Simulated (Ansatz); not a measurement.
## Single-point calculation, with input and output: SnSe

System: SnSe (P4/nmm, 4 atoms in the cell).
Method: DFT LDA, scalar-relativistic, plane waves, PAW, no spin polarisation (Ansatz 0.2.0).

The structure derives from a Materials Project entry. It belongs to a series of runs on one base structure; here: mode 8 (56.1 1/cm) frozen in, largest displacement +0.175 A. Figures and captions count atoms from 1; the log counts them from 0 in places.

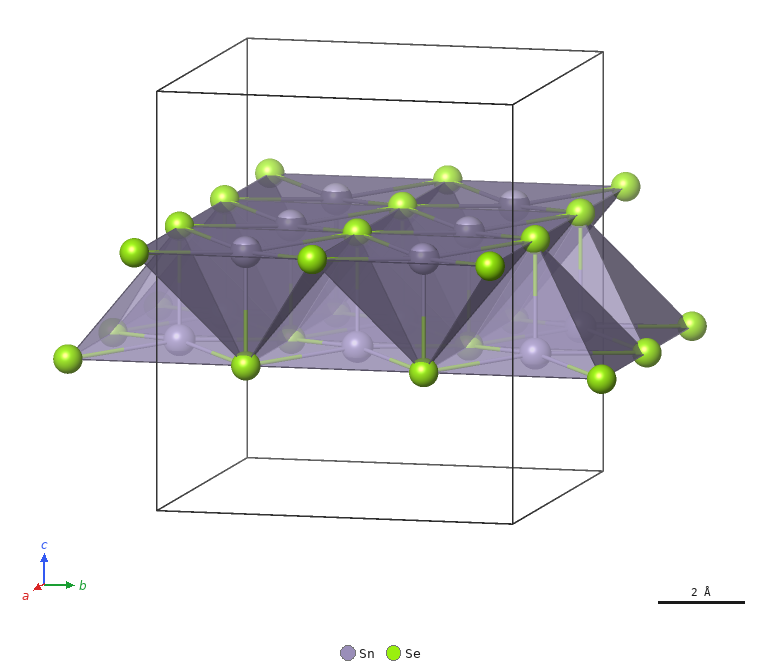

*The input geometry (polyhedral view of the 2 × 2 repeat of the cell, with the vacuum cut short, seen slightly off an axis; polyhedra are completed across the faces of the cell). An atom can appear more than once, as a periodic image.*

Input
```yaml
crystal:
  lattice:
    - [4.2853274191, 0.0, 0.0]
    - [0.0, 4.2853274191, 0.0]
    - [0.0, 0.0, 10.99069213]
  atoms:
    - { symbol: Sn, position: [0.5, 0.0, 0.3876276121] }
    - { symbol: Sn, position: [0.0, 0.5, 0.6123723879] }
    - { symbol: Se, position: [0.5, 0.0, 0.6319620541] }
    - { symbol: Se, position: [0.0, 0.5, 0.3680379459] }
basis:
  ecutwfc: 420
kpoints:
  mp_grid: { grid: [6, 6, 4] }
hamiltonian:
  xc: lda
scf:
  occupations: { method: gaussian, width: 0.05 }
output:
  forces: true
  stress: true
  eigenvalues: true
```

Machine: 2 threads of Arm Neoverse V1, 24 GiB of memory available, shared host.

Command:
```bash
ansatz run input.yaml --threads 2 --pin off --max-ram 5120MiB --backend cpu --events-out ev --progress --plain --runs-dir out
```

What the program printed
```
Engine: ansatz 0.2.0, aarch64-unknown-linux-gnu
Pseudopotentials: kind: paw
Pseudopotential: Sn, paw, valence charge 14, recommended cutoff 420 eV (normal), Sn.paw.azcp
Pseudopotential: Se, paw, valence charge 16, recommended cutoff 420 eV (normal), Se.paw.azcp
Functional definition: SPW92
  exchange = slater_x
  correlation = pw_c
Crystal: 4 atoms, lattice volume = 201.833 Å³
Basis set: ecut = 420 eV, 3933 PW (Γ)
Bands: 36, of which v1, the nominal top of the filled ones, is band 30 counted from 1 (29 counted from 0)
Symmetry: 16 space group operations
Space group: P4/nmm (ITA 129), of the structure as read, at distance tolerance 5.9e-5 Å
k-points: 30 of 144
Non-local potential: Sn, projectors of the file, l = 0: 2, l = 1: 2, l = 2: 2, l = 3: 2
Non-local potential: Se, projectors of the file, l = 0: 2, l = 1: 2, l = 2: 3, l = 3: 1
PAW form: soft (Blöchl's): semilocal exchange-correlation on the pseudo side does not see the compensation charge
PAW frozen core: Sn, regenerated for the run's functional, and the local potential with it (the file was generated under x = pbe(κ = 0.804, μ = 0.2195149727645171), c = pbe(β = 0.06672455060314922))
PAW frozen core: Se, regenerated for the run's functional, and the local potential with it (the file was generated under x = pbe(κ = 0.804, μ = 0.2195149727645171), c = pbe(β = 0.06672455060314922))
PAW one-centre angular grid: Sn, 590 points (default); XC on 64 Gauss nodes
PAW one-centre angular grid: Se, 590 points (default); XC on 64 Gauss nodes
Initial density: superposition of atomic densities (neutral atoms: chi_scale 0, normalization atom), corrected by the library's trained network
Initial wavefunctions: pseudopotential atomic-orbital guess
Functional: x = slater, c = lda
SCF iter   1: F=—  HF=-22526.730630 eV  |F-HF|=—  |Δ(HF+E_count)|=         —  Δρ=4.02e-3  dr2=5.20e-2  ethr=1.77e-3  ⟨swp⟩=7.1  Hψ=4545  notcnv=0
preconditioner: auto → Resta (q_TF=auto, 2.229 Å⁻¹)  ε∞=2.0  [insulator: Δε(μ)=1.338 eV  Ē_g=16.276 eV  σ=0.050 eV  W_gap=1.00  n_scr=38 (ndim 8)  ℏωp=16.5 eV  f_vac=0.436  D(μ)=0.00/eV (n_scr^D=0)  ε∞_Penn≈2.0  vacuum switching on, ρ_ref=1.9e-2 e/Å³]
SCF iter   2: F=—  HF=-22526.713420 eV  |F-HF|=—  |Δ(HF+E_count)|=   1.72e-2  Δρ=1.92e-3  dr2=5.68e-3  ethr=8.66e-5  ⟨swp⟩=2.0  Hψ=1595  notcnv=0  defer=48
SCF iter   3: F=—  HF=-22526.711762 eV  |F-HF|=—  |Δ(HF+E_count)|=   1.66e-3  Δρ=4.51e-4  dr2=8.64e-4  ethr=9.47e-6  ⟨swp⟩=2.0  Hψ=1642  notcnv=0  defer=48
SCF iter   4: F=—  HF=-22526.711578 eV  |F-HF|=—  |Δ(HF+E_count)|=   1.84e-4  Δρ=1.40e-4  dr2=4.49e-5  ethr=1.44e-6  ⟨swp⟩=2.0  Hψ=1260  notcnv=0  defer=48
SCF iter   5: F=—  HF=-22526.711536 eV  |F-HF|=—  |Δ(HF+E_count)|=   4.19e-5  Δρ=3.64e-5  dr2=3.43e-6  ethr=7.49e-8  ⟨swp⟩=3.0  Hψ=1952  notcnv=0  defer=48
SCF iter   6: F=—  HF=-22526.711535 eV  |F-HF|=—  |Δ(HF+E_count)|=   5.40e-7  Δρ=1.34e-5  dr2=4.43e-7  ethr=5.71e-9  ⟨swp⟩=2.0  Hψ=1932  notcnv=0  defer=48
SCF iter   7: F=-22526.711535 eV  HF=-22526.711535 eV  |F-HF|=5.07e-9  |Δ(HF+E_count)|=   8.25e-8  Δρ=4.31e-6  dr2=3.03e-8  ethr=1.67e-10  ⟨swp⟩=10.2  Hψ=4985  notcnv=0
SCF 1 converged in 7 iterations: F = -22526.711535 eV  dr2 = 3.03e-8
  greatest PAW one-centre occupation: 1.000 electrons in one spin orbital (limit 2), on the Se atom at site 3 (counted from 0), in its partial waves of l = 2
```

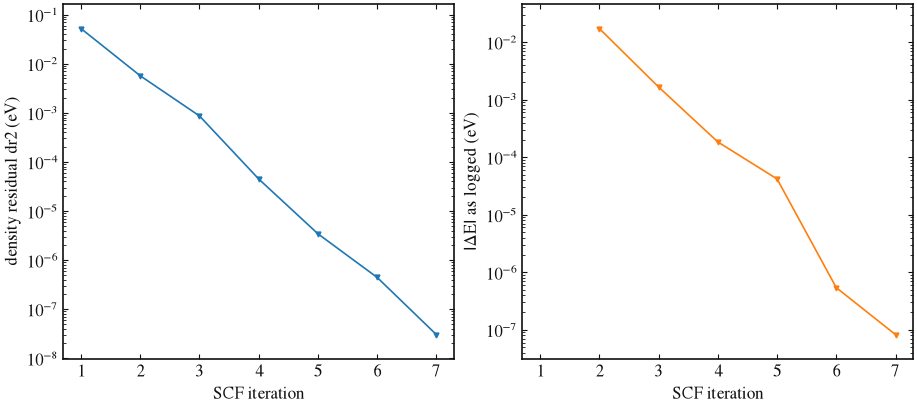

*Convergence of the self-consistent field: density residual dr2 and size of the energy change against the SCF iteration.*

The residual falls at every step.

```
SCF converged after 7 iterations
Free energy (F): -22526.711535 eV
Harris-Foulkes:  -22526.711535 eV  (|F-HF|=5.07e-9)
Internal energy: -22526.711535 eV  (E = F + TS)
E sigma→0 (E₀):  -22526.711535 eV
Fermi energy:    2.923993 eV
--- Per-component energies (eV) ---
  E_band       = -1334.518132
  E_kinetic    = 609.721352
  E_local      = -16324.275199  (includes V_loc(G=0)·N_el)
  E_nonlocal   = -1235.134983
  E_hartree    = 8140.928987
  E_xc         = -965.599546
  E_vxc        = -394.004263  (∫ρ·V_xc dr)
  E_paw        = -11637.087789  (= ΣΔE_a)
  E_vpaw       = -272.671506  (= ΣTr[D̂ρ^β])
  E_aug_tail   = -0.001232  (compensation charges beyond the density's cutoff)
  E_ewald      = -1120.547647
  E_core_change = 5.284521  (= ΣΔE_core)
  E_smearing   = -0.000000  (= −TS)
  E_closure    = -0.000000  (closes the sum)
  Σ components = -22526.711535   (vs F -22526.711535, Δ=0.00e0)
--- Forces (eV/Å), atoms counted from 1 ---
  atom   1  Sn     0.00000000     0.00000000    -0.07648952
  atom   2  Sn    -0.00000000     0.00000000     0.07648952
  atom   3  Se     0.00000000     0.00000000    -0.30850908
  atom   4  Se     0.00000000     0.00000000     0.30850908
  max |Σ_I F_I| component: 0.00e0 eV/Å
--- Stress (GPa, compression-positive) ---
       -1.658529       0.000000       0.000000
        0.000000      -1.658529       0.000000
        0.000000       0.000000      -0.562763
  P = ⅓ Tr σ = -1.2933 GPa (-12.933 kbar)
--- Band table (eV; the first three rows and the last of 30) ---
  k-point 0: bands = ["-45.0934", "-45.0934", "-45.0908", "-45.0907", "-45.0898", "-45.0898", "-45.0897", "-45.0897", "-45.0891", "-45.0891", "-18.8024", "-18.7837", "-18.7804", "-18.7720", "-18.7644", "-18.7620", "-18.7596", "-18.7596", "-18.7369", "-18.7369", "-11.1111", "-10.1019", "-3.7525", "-3.4589", "-0.7829", "-0.7726", "-0.7726", "0.4368", "0.4368", "1.3348", "4.3471", "5.9418", "6.2999", "6.8248", "6.8248", "6.9208"]
  k-point 1: bands = ["-45.0934", "-45.0934", "-45.0908", "-45.0907", "-45.0898", "-45.0898", "-45.0897", "-45.0897", "-45.0891", "-45.0891", "-18.8024", "-18.7837", "-18.7804", "-18.7720", "-18.7644", "-18.7620", "-18.7596", "-18.7596", "-18.7369", "-18.7369", "-11.1111", "-10.1019", "-3.7527", "-3.4589", "-0.7804", "-0.7726", "-0.7726", "0.4368", "0.4368", "1.3327", "4.2648", "5.9420", "6.6575", "6.8246", "6.8246", "6.9226"]
  k-point 2: bands = ["-45.0934", "-45.0934", "-45.0908", "-45.0907", "-45.0898", "-45.0898", "-45.0897", "-45.0897", "-45.0891", "-45.0891", "-18.8024", "-18.7837", "-18.7804", "-18.7720", "-18.7644", "-18.7620", "-18.7596", "-18.7596", "-18.7369", "-18.7369", "-11.1111", "-10.1019", "-3.7528", "-3.4589", "-0.7778", "-0.7726", "-0.7726", "0.4367", "0.4367", "1.3306", "4.1938", "5.9422", "6.8244", "6.8244", "6.9063", "7.2736"]
  k-point 29: bands = ["-45.0934", "-45.0934", "-45.0908", "-45.0908", "-45.0898", "-45.0898", "-45.0897", "-45.0897", "-45.0890", "-45.0890", "-18.8040", "-18.8040", "-18.7664", "-18.7664", "-18.7604", "-18.7604", "-18.7581", "-18.7581", "-18.7365", "-18.7365", "-10.0243", "-10.0243", "-3.8827", "-3.8827", "-2.5455", "-2.5455", "-1.0541", "-1.0541", "0.4850", "0.4850", "5.8091", "5.8091", "6.4132", "6.4132", "7.6839", "7.6839"]
```

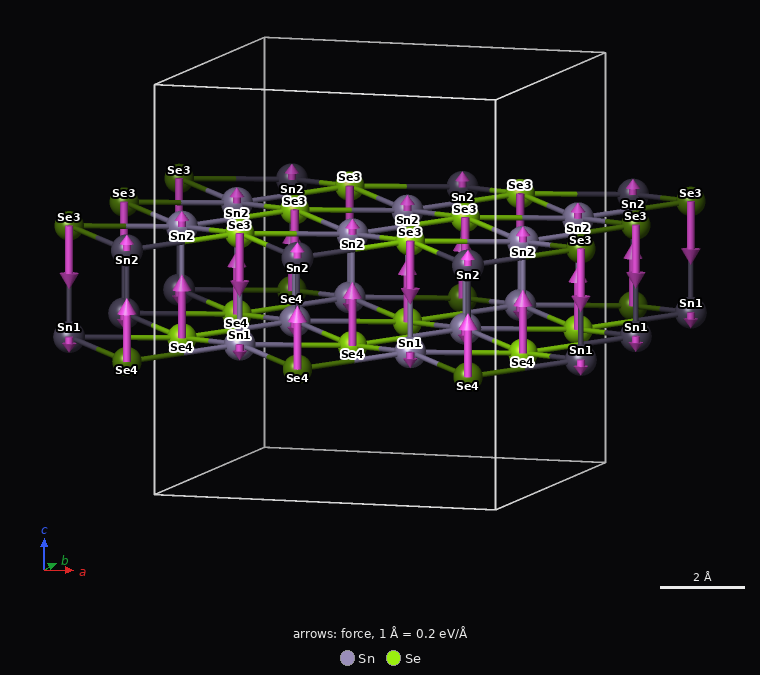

*Forces on the atoms as pink arrows (ball-and-stick view of the 2 × 2 repeat of the cell, with the vacuum cut short, seen slightly off an axis; neighbours outside the cell are drawn fainter; atoms are numbered from 1 in the order of the input).*

The largest act on Se3, Se4 (0.31 eV/Å). The geometry is not a stationary point of this energy.

Key numbers

| quantity | value |
| --- | --- |
| outcome | converged |
| space group (tolerance 0.01 Å) | P4/nmm (129) |
| electrons treated | 60 |
| free energy | −22526.7115 eV |
| Fermi energy | 2.924 eV |
| gap on the k-point mesh | 1.35 eV |
| pressure | −1.29 GPa |
| largest force (length of the vector) | 0.309 eV/Å |
| wall time | 6.4 s (CPU time 13 s) |
| peak memory | 0.51 GiB |
